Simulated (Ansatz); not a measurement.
Geometry relaxation of GeSe (part 2 of 2)

The same run, continued: GeSe (Pnma, 8 atoms in the cell); DFT PBE, scalar-relativistic, plane waves, PAW, no spin polarisation (Ansatz 0.2.0); cutoff 420 eV, 4×8×6 k-mesh, Gaussian smearing of 0.02 eV. The structure derives from a Materials Project entry.

Geometry of the input (Å; fractional positions):
```
11.2560  0.0000  0.0000
0.0000  3.7872  0.0000
0.0000  0.0000  4.6644
Ge 0.1291  0.2500  0.1190
Ge 0.8709  0.7500  0.8810
Ge 0.3709  0.7500  0.6190
Ge 0.6291  0.2500  0.3810
Se 0.8493  0.2500  0.5155
Se 0.1507  0.7500  0.4845
Se 0.6507  0.7500  0.0155
Se 0.3493  0.2500  0.9845
```

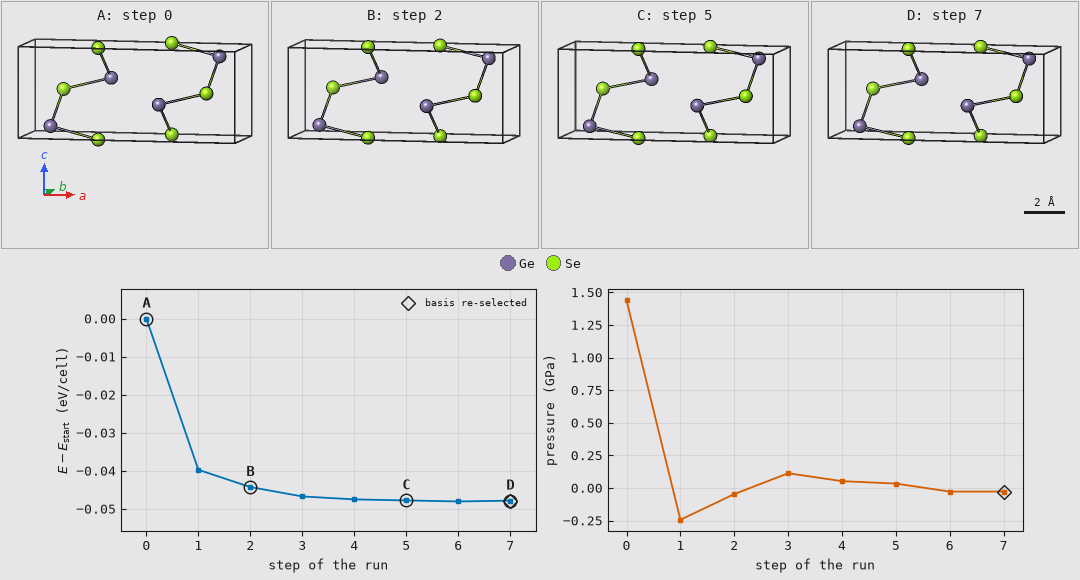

Figure 1. Frames of the relaxation (ball-and-stick view of the cell of the calculation, seen slightly off an axis) above the curves, on which the letters mark them (the first geometry is step 0 here and step 1 in the log).

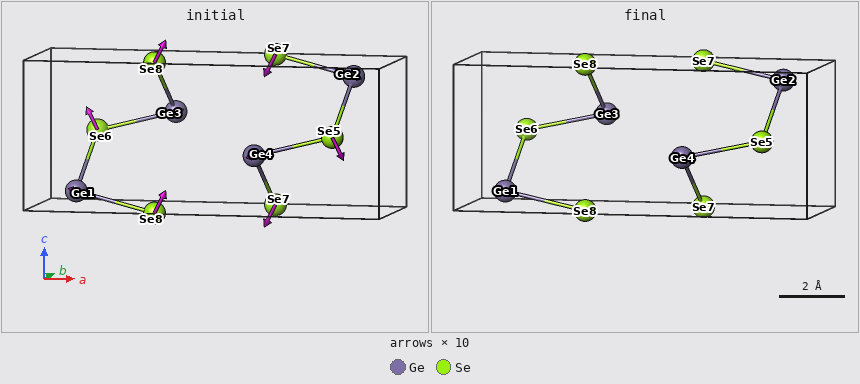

Figure 2. Before (left) and after (right) the relaxation, at one scale (ball-and-stick view of the cell of the calculation, seen slightly off an axis). The pink arrows give the displacements (without the part carried along by the change of the cell), magnified 10 times. Over 6 geometry steps the energy falls by 48.0 meV per cell of the calculation. The largest force component goes from 0.22 to 0.0029 eV/Å. Pressure: 1.44 GPa at the start and −0.03 GPa at the end. The largest moves relative to the cell, 0.082 Å, are those of Se5, Se6, Se7 and Se8. By element the largest moves are Se 0.082 Å, Ge 0.028 Å. Cell: a 11.256 → 11.194 Å (−0.5 %), b 3.787 → 3.880 Å (+2.4 %), c 4.664 → 4.534 Å (−2.8 %). Volume −1.0 %. Among the contacts that change: Ge1–Se6 2.560 → 2.605 Å, Ge1–Se8 2.556 → 2.587 Å. The space group stays Pnma (No. 62). A last SCF at the same geometry on a re-selected plane-wave basis shifts the energy by +0.2 meV per cell of the calculation. (Atoms are counted from 1 in the order of the input.)

```
basis re-selected at this cell: Δ(F+E_penalty+E_count) = +2.195e-4 eV, ΔP = +0.000 GPa vs the last step (what re-selecting the basis moved, of the pressure what is left beyond the Pulay correction that the steps carried, after the strain that the cell walked since its last selection, with what the two solves' SCF thresholds leave and, on support functions, any second-order correction that the steps lacked; it is no measure of the basis error at this ecutwfc). The dense FFT grid was sized anew with the basis: this SCF ran on 75×27×32 points, the steps before it on 80×27×32, so part of this shift can come from that change (see relax.cell in the input reference). This SCF's stress stands 3.03e-2 GPa from its target on what of the cell is left free (relax.cell.stress_tol is 5.00e-2 GPa) and its largest allowed force component is 2.87e-3 eV/Å (relax.f_tol is 5.00e-3 eV/Å): within both
SCF converged after 8 iterations
Free energy (F): -39058.068139 eV
Harris-Foulkes:  -39058.068139 eV  (|F-HF|=1.46e-11)
Internal energy: -39058.068139 eV  (E = F + TS)
E sigma→0 (E₀):  -39058.068139 eV
Fermi energy:    8.081231 eV
--- Per-component energies (eV) ---
  E_band       = -2180.816276
  E_kinetic    = 908.023923
  E_local      = -19428.022801  (includes V_loc(G=0)·N_el)
  E_nonlocal   = -726.051260
  E_hartree    = 9025.872233
  E_xc         = -716.231596
  E_vxc        = -646.286975  (∫ρ·V_xc dr)
  E_paw        = -15705.255871  (= ΣΔE_a)
  E_vpaw       = -340.222315  (= ΣTr[D̂ρ^β])
  E_aug_tail   = -0.001197  (compensation charges beyond the density's cutoff)
  E_ewald      = -12416.401570
  E_smearing   = -0.000000  (= −TS)
  E_closure    = -0.000000  (closes the sum)
  Σ components = -39058.068139   (vs F -39058.068139, Δ=0.00e0)
--- Forces (eV/Å), atoms counted from 1 ---
  atom   1  Ge     0.00287171    -0.00000000     0.00198043
  atom   2  Ge    -0.00287171     0.00000000    -0.00198043
  atom   3  Ge    -0.00287171    -0.00000000     0.00198043
  atom   4  Ge     0.00287171     0.00000000    -0.00198043
  atom   5  Se    -0.00083625    -0.00000000     0.00106610
  atom   6  Se     0.00083625     0.00000000    -0.00106610
  atom   7  Se     0.00083625    -0.00000000     0.00106610
  atom   8  Se    -0.00083625     0.00000000    -0.00106610
  max |Σ_I F_I| component: 8.67e-19 eV/Å
--- Stress (GPa, compression-positive) ---
       -0.030323      -0.000000      -0.000000
       -0.000000      -0.027228      -0.000000
       -0.000000      -0.000000      -0.024299
  P = ⅓ Tr σ = -0.0273 GPa (-0.273 kbar)
--- Band table (eV; the first three rows and the last of 60) ---
  k-point 0: bands = ["-39.8250", "-39.8249", "-39.8249", "-39.8248", "-39.8240", "-39.8239", "-39.8237", "-39.8237", "-39.7868", "-39.7867", "-39.7866", "-39.7864", "-39.7832", "-39.7830", "-39.7830", "-39.7829", "-39.7713", "-39.7712", "-39.7709", "-39.7709", "-16.8457", "-16.8446", "-16.8428", "-16.8421", "-16.8417", "-16.8413", "-16.8410", "-16.8407", "-16.8151", "-16.8148", "-16.8098", "-16.8095", "-16.8079", "-16.8056", "-16.8005", "-16.7982", "-16.7939", "-16.7934", "-16.7912", "-16.7907", "-6.4890", "-6.1924", "-5.2161", "-4.7655", "-0.2500", "0.2310", "1.8767", "2.1047", "2.6225", "4.0777", "4.2654", "4.3686", "4.5773", "4.9342", "5.8008", "5.8980", "6.3340", "6.6619", "6.9170", "7.5445", "8.5217", "10.3005", "10.3082", "10.3111", "10.6682", "10.8388", "11.2105", "11.7158", "12.6451", "12.8773", "13.1888", "13.3491"]
  k-point 1: bands = ["-39.8250", "-39.8249", "-39.8249", "-39.8248", "-39.8240", "-39.8239", "-39.8237", "-39.8237", "-39.7868", "-39.7866", "-39.7866", "-39.7864", "-39.7831", "-39.7830", "-39.7830", "-39.7829", "-39.7713", "-39.7712", "-39.7710", "-39.7709", "-16.8454", "-16.8443", "-16.8429", "-16.8421", "-16.8419", "-16.8416", "-16.8412", "-16.8409", "-16.8145", "-16.8142", "-16.8099", "-16.8096", "-16.8078", "-16.8058", "-16.8004", "-16.7984", "-16.7937", "-16.7933", "-16.7914", "-16.7909", "-6.3752", "-6.0840", "-5.2328", "-4.8223", "-0.5551", "0.1286", "1.1358", "1.6941", "2.8420", "4.3931", "4.7170", "4.8476", "4.8569", "5.0632", "5.8394", "6.2825", "6.3210", "6.5051", "7.0476", "7.4337", "8.6081", "9.7066", "10.2380", "10.3025", "10.5665", "10.7119", "11.2870", "11.3855", "11.9835", "12.4215", "12.8305", "13.0995"]
  k-point 2: bands = ["-39.8250", "-39.8249", "-39.8249", "-39.8249", "-39.8239", "-39.8239", "-39.8238", "-39.8237", "-39.7868", "-39.7866", "-39.7866", "-39.7865", "-39.7831", "-39.7831", "-39.7830", "-39.7829", "-39.7712", "-39.7712", "-39.7710", "-39.7710", "-16.8445", "-16.8436", "-16.8430", "-16.8425", "-16.8423", "-16.8420", "-16.8417", "-16.8414", "-16.8129", "-16.8127", "-16.8103", "-16.8101", "-16.8074", "-16.8063", "-16.8000", "-16.7988", "-16.7933", "-16.7929", "-16.7919", "-16.7916", "-6.0647", "-5.7864", "-5.3534", "-5.0281", "-0.8774", "0.0023", "0.0641", "0.8915", "3.3406", "4.7812", "5.0978", "5.4105", "5.6181", "5.6889", "5.8413", "6.1893", "6.2228", "7.0391", "7.1535", "7.6404", "8.7750", "9.1399", "9.3092", "9.8936", "10.0853", "10.5518", "10.8747", "10.9267", "11.2608", "11.8226", "12.2624", "13.4207"]
  k-point 59: bands = ["-39.8250", "-39.8250", "-39.8250", "-39.8250", "-39.8235", "-39.8235", "-39.8235", "-39.8235", "-39.7866", "-39.7866", "-39.7866", "-39.7866", "-39.7831", "-39.7831", "-39.7831", "-39.7831", "-39.7710", "-39.7710", "-39.7710", "-39.7710", "-16.8476", "-16.8476", "-16.8476", "-16.8476", "-16.8364", "-16.8364", "-16.8364", "-16.8364", "-16.8121", "-16.8121", "-16.8121", "-16.8121", "-16.8053", "-16.8053", "-16.8053", "-16.8053", "-16.7897", "-16.7897", "-16.7897", "-16.7897", "-4.9432", "-4.9432", "-4.9432", "-4.9432", "-0.1420", "-0.1420", "-0.1420", "-0.1420", "3.1964", "3.1964", "3.1964", "3.1964", "3.9358", "3.9358", "3.9358", "3.9358", "6.2739", "6.2739", "6.2739", "6.2739", "10.3270", "10.3270", "10.3270", "10.3270", "12.3473", "12.3473", "12.3473", "12.3473", "14.1012", "14.1012", "14.1012", "14.1012"]
--- Relaxed structure (7 steps of the walk, 7 accepted, 1 SCFs on fresh bases) ---
  F+E_penalty+E_count = -39058.06813855 eV   max|allowed force component| = 2.872e-3 eV/Å   (the final SCF, on the basis selected at the relaxed cell)
  cell:  # Å, volume = 196.9229 Å³
    - [11.194142587661972, -6.221224006509271e-33, 4.419852534289426e-32]
    - [-2.093183270786158e-33, 3.8797152045643237, 3.124154135501728e-33]
    - [1.8161421969844267e-32, 3.8477601637884946e-33, 4.534250044246976]
  atoms:
    - { symbol: Ge, position: [0.12666194536550823, 0.25, 0.12068502776468926] }
    - { symbol: Ge, position: [0.8733380546344919, 0.7500000000000001, 0.8793149722353109] }
    - { symbol: Ge, position: [0.37333805463449177, 0.7500000000000001, 0.6206850277646893] }
    - { symbol: Ge, position: [0.6266619453655083, 0.25, 0.37931497223531085] }
    - { symbol: Se, position: [0.8525597364492419, 0.25, 0.4993368477238799] }
    - { symbol: Se, position: [0.14744026355075796, 0.7500000000000001, 0.5006631522761203] }
    - { symbol: Se, position: [0.647440263550758, 0.7500000000000001, -0.0006631522761201975] }
    - { symbol: Se, position: [0.3525597364492421, 0.25, 1.0006631522761205] }
```

Trajectory as extended XYZ (Å, eV, eV/Å), 8 frames, from step=1 to step=8:
```
8
Lattice="11.2560 0.0000 0.0000 0.0000 3.7872 0.0000 0.0000 0.0000 4.6644" Properties=species:S:1:pos:R:3:forces:R:3 step=1 energy=-39058.02032 pressure_GPa=1.44
Ge    1.4531    0.9468    0.5551   -0.2170   0.0000  -0.1841
Ge    9.8029    2.8404    4.1093    0.2170   0.0000   0.1841
Ge    4.1749    2.8404    2.8872    0.2170   0.0000  -0.1841
Ge    7.0812    0.9468    1.7771   -0.2170   0.0000   0.1841
Se    9.5595    0.9468    2.4043    0.1525   0.0000  -0.1910
Se    1.6965    2.8404    2.2600   -0.1525   0.0000   0.1910
Se    7.3245    2.8404    0.0722   -0.1525   0.0000  -0.1910
Se    3.9315    0.9468    4.5922    0.1525   0.0000   0.1910
8
Lattice="11.1778 0.0000 0.0000 0.0000 3.8338 0.0000 0.0000 0.0000 4.6684" Properties=species:S:1:pos:R:3:forces:R:3 step=2 energy=-39058.06004 pressure_GPa=-0.24
Ge    1.4072    0.9584    0.5772    0.0195   0.0000   0.0201
Ge    9.7706    2.8753    4.0912   -0.0195   0.0000  -0.0201
Ge    4.1817    2.8753    2.9114   -0.0195   0.0000   0.0201
Ge    6.9961    0.9584    1.7570    0.0195   0.0000  -0.0201
Se    9.5221    0.9584    2.3589   -0.0320   0.0000   0.0114
Se    1.6556    2.8753    2.3094    0.0320   0.0000  -0.0114
Se    7.2445    2.8753    0.0248    0.0320   0.0000   0.0114
Se    3.9332    0.9584    4.6436   -0.0320   0.0000  -0.0114
8
Lattice="11.1493 0.0000 0.0000 0.0000 3.8519 0.0000 0.0000 0.0000 4.6170" Properties=species:S:1:pos:R:3:forces:R:3 step=3 energy=-39058.06457 pressure_GPa=-0.05
Ge    1.3933    0.9630    0.6085    0.0026   0.0000  -0.0133
Ge    9.7560    2.8890    4.0085   -0.0026   0.0000   0.0133
Ge    4.1814    2.8890    2.9170   -0.0026   0.0000  -0.0133
Ge    6.9680    0.9630    1.7000    0.0026   0.0000   0.0133
Se    9.4956    0.9630    2.2876    0.0071   0.0000   0.0010
Se    1.6537    2.8890    2.3294   -0.0071   0.0000  -0.0010
Se    7.2284    2.8890   -0.0209   -0.0071   0.0000   0.0010
Se    3.9209    0.9630    4.6379    0.0071   0.0000  -0.0010
8
Lattice="11.1305 0.0000 0.0000 0.0000 3.8649 0.0000 0.0000 0.0000 4.5561" Properties=species:S:1:pos:R:3:forces:R:3 step=4 energy=-39058.06704 pressure_GPa=0.11
Ge    1.3861    0.9662    0.5535    0.0141   0.0000  -0.0238
Ge    9.7444    2.8987    4.0026   -0.0141   0.0000   0.0238
Ge    4.1792    2.8987    2.8315   -0.0141   0.0000  -0.0238
Ge    6.9514    0.9662    1.7246    0.0141   0.0000   0.0238
Se    9.4833    0.9662    2.2889   -0.0048   0.0000  -0.0283
Se    1.6472    2.8987    2.2672    0.0048   0.0000   0.0283
Se    7.2125    2.8987    0.0109    0.0048   0.0000  -0.0283
Se    3.9181    0.9662    4.5452   -0.0048   0.0000   0.0283
8
Lattice="11.1488 0.0000 0.0000 0.0000 3.8696 0.0000 0.0000 0.0000 4.5543" Properties=species:S:1:pos:R:3:forces:R:3 step=5 energy=-39058.06781 pressure_GPa=0.05
Ge    1.3989    0.9674    0.5606    0.0075   0.0000  -0.0202
Ge    9.7499    2.9022    3.9937   -0.0075   0.0000   0.0202
Ge    4.1755    2.9022    2.8377   -0.0075   0.0000  -0.0202
Ge    6.9733    0.9674    1.7166    0.0075   0.0000   0.0202
Se    9.5048    0.9674    2.2764   -0.0142   0.0000  -0.0201
Se    1.6440    2.9022    2.2779    0.0142   0.0000   0.0201
Se    7.2184    2.9022   -0.0008    0.0142   0.0000  -0.0201
Se    3.9304    0.9674    4.5551   -0.0142   0.0000   0.0201
8
Lattice="11.1741 0.0000 0.0000 0.0000 3.8699 0.0000 0.0000 0.0000 4.5361" Properties=species:S:1:pos:R:3:forces:R:3 step=6 energy=-39058.06808 pressure_GPa=0.03
Ge    1.4097    0.9675    0.5438    0.0087   0.0000   0.0146
Ge    9.7644    2.9024    3.9923   -0.0087   0.0000  -0.0146
Ge    4.1774    2.9024    2.8119   -0.0087   0.0000   0.0146
Ge    6.9967    0.9675    1.7243    0.0087   0.0000  -0.0146
Se    9.5272    0.9675    2.2659   -0.0031   0.0000   0.0123
Se    1.6469    2.9024    2.2702    0.0031   0.0000  -0.0123
Se    7.2339    2.9024   -0.0021    0.0031   0.0000   0.0123
Se    3.9402    0.9675    4.5382   -0.0031   0.0000  -0.0123
8
Lattice="11.1941 0.0000 0.0000 0.0000 3.8797 0.0000 0.0000 0.0000 4.5343" Properties=species:S:1:pos:R:3:forces:R:3 step=7 energy=-39058.06836 pressure_GPa=-0.03
Ge    1.4179    0.9699    0.5472    0.0029   0.0000   0.0020
Ge    9.7763    2.9098    3.9870   -0.0029   0.0000  -0.0020
Ge    4.1792    2.9098    2.8143   -0.0029   0.0000   0.0020
Ge    7.0149    0.9699    1.7199    0.0029   0.0000  -0.0020
Se    9.5437    0.9699    2.2641   -0.0008   0.0000   0.0011
Se    1.6505    2.9098    2.2701    0.0008   0.0000  -0.0011
Se    7.2475    2.9098   -0.0030    0.0008   0.0000   0.0011
Se    3.9466    0.9699    4.5373   -0.0008   0.0000  -0.0011
8
Lattice="11.1941 0.0000 0.0000 0.0000 3.8797 0.0000 0.0000 0.0000 4.5343" Properties=species:S:1:pos:R:3:forces:R:3 step=8 energy=-39058.06814 pressure_GPa=-0.03
Ge    1.4179    0.9699    0.5472    0.0029   0.0000   0.0020
Ge    9.7763    2.9098    3.9870   -0.0029   0.0000  -0.0020
Ge    4.1792    2.9098    2.8143   -0.0029   0.0000   0.0020
Ge    7.0149    0.9699    1.7199    0.0029   0.0000  -0.0020
Se    9.5437    0.9699    2.2641   -0.0008   0.0000   0.0011
Se    1.6505    2.9098    2.2701    0.0008   0.0000  -0.0011
Se    7.2475    2.9098   -0.0030    0.0008   0.0000   0.0011
Se    3.9466    0.9699    4.5373   -0.0008   0.0000  -0.0011
```

Key numbers:

```csv
quantity,value
outcome,converged
space group (tolerance 0.01 Å),Pnma (62)
electrons treated,120
free energy,−39058.0681 eV
Fermi energy,8.081 eV
gap on the k-point mesh,0.88 eV
pressure,−0.03 GPa
final volume,196.92 Å³
largest force (length of the vector) at the end,0.003 eV/Å
final cell,"a = 11.194 Å, b = 3.880 Å, c = 4.534 Å, α = 90.00°, β = 90.00°, γ = 90.00°"
hardware,"4 threads of Intel Xeon @ 2.50GHz (Skylake/Cascade Lake), 189 GiB of memory available, shared host"
wall time,4.5 min (CPU time 14 min)
peak memory,1.1 GiB
```
